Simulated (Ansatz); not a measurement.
Input

```
crystal:
  lattice:
    - [3.0273125769, -3.1983243109, 0.0]
    - [3.0273125769, 3.1983243109, 0.0]
    - [0.0, 0.0, 6.5642674766]
  atoms:
    - { symbol: H, position: [0.3261521819, 0.6738478181, 0.5414995083] }
    - { symbol: H, position: [0.3261521819, 0.6738478181, 0.9585004917] }
    - { symbol: H, position: [0.6738478181, 0.3261521819, 0.0414995083] }
    - { symbol: H, position: [0.6738478181, 0.3261521819, 0.4585004917] }
    - { symbol: C, position: [0.3465066148, 0.6534933852, 0.25] }
    - { symbol: C, position: [0.6534933852, 0.3465066148, 0.75] }
    - { symbol: O, position: [0.5433626821, 0.4566373179, 0.25] }
    - { symbol: O, position: [0.4566373179, 0.5433626821, 0.75] }
    - { symbol: O, position: [0.2331897309, 0.7668102691, 0.4159347158] }
    - { symbol: O, position: [0.2331897309, 0.7668102691, 0.0840652842] }
    - { symbol: O, position: [0.7668102691, 0.2331897309, 0.9159347158] }
    - { symbol: O, position: [0.7668102691, 0.2331897309, 0.5840652842] }
basis:
  ecutwfc: 500
kpoints:
  mp_grid: { grid: [6, 6, 4] }
hamiltonian:
  xc: r2scan
  dispersion: d3bj
scf:
  occupations: { method: gaussian, width: 0.02 }
output:
  forces: true
  stress: true
  eigenvalues: true
  write_density: true
  write_potential: true
  elf: true
  volumetric_format: npy
relax:
  adjacent_minimum: "off"
  f_tol: 0.02
  max_steps: 50
  cell: { stress_tol: 0.03 }
```

Command:

```sh
ansatz run input.yaml --threads 2 --pin off --max-ram 5120MiB --backend cpu --events-out ev --progress --plain --runs-dir out
```

Below, planes, directions and counts refer to the conventional cell (a = 5.73 Å, b = 6.24 Å, c = 6.56 Å, α = 90.00°, β = 90.00°, γ = 90.00°).

The fields are those of the relaxed geometry.

Space group Cmcm; a structure from a database of computed crystals, not necessarily the ambient phase.

These are results of DFT r2SCAN+D3(BJ), scalar-relativistic, plane waves, PAW in Ansatz 0.2.0, not measurements.

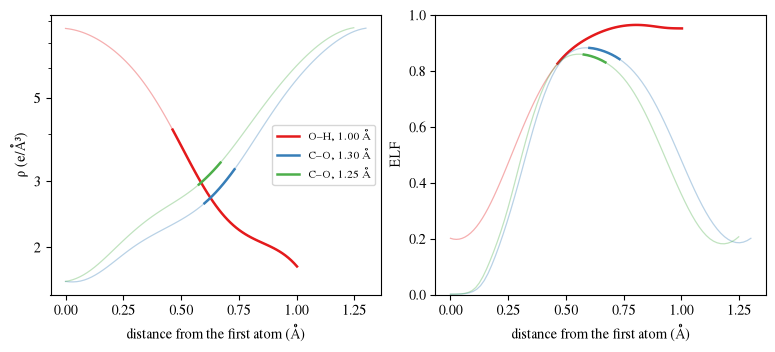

H2CO3. Valence charge density (pseudo) and ELF along straight lines between neighbouring atoms. Thin, pale parts lie inside the atomic spheres.

The density is the valence pseudo-density of a PAW calculation; it isn't the true density close to the nuclei.

What kind of bonding do the profiles show?

O–H (1.00 Å): ρ at the midpoint is about 3.7 e/Å³; the ELF climbs to about 0.95 towards the hydrogen, as it does in any bond to H (an ordinary covalent bond to hydrogen).
C–O (1.30 Å): the density is about 2.8 e/Å³ at the midpoint; the ELF peaks at about 0.90 between the atoms; a shared but strongly polarised pair.
C–O (1.25 Å): the density is about 3.1 e/Å³ at the midpoint; the ELF peaks at about 0.85 between the atoms (inside overlapping PAW spheres, so only a guide), as expected for a shared but strongly polarised pair.
